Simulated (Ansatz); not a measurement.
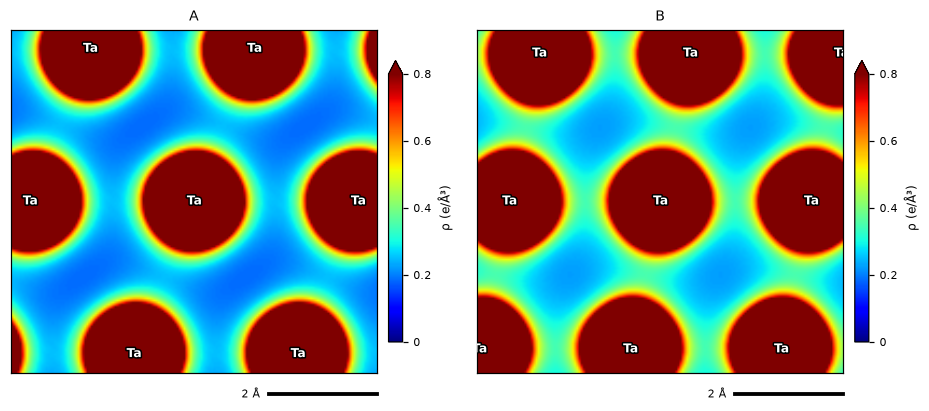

Ta. The valence electron density of two cells that differ in size and shape, on the (011̄) plane of each (indices in the axes of the calculation cell), at one length scale and on one colour scale; one has 16.1 and the other 21.0 Å³ an atom.

Level of theory: DFT PBEsol, scalar-relativistic, plane waves, PAW (Ansatz).

In a PAW calculation such maps are meaningful between the atoms, not at the nuclei.

Q: Which panel shows the smaller cell, and what does the compression change?

A: Panel B is the smaller cell, by 23 % in volume. From the larger cell to the smaller, Ta–Ta goes from 3.02 to 2.78 Å, and the density at its midpoint from 0.25 to 0.35 e/Å³; the pressure goes from −25 to 28 GPa.

PAW datasets: the set soft_1.
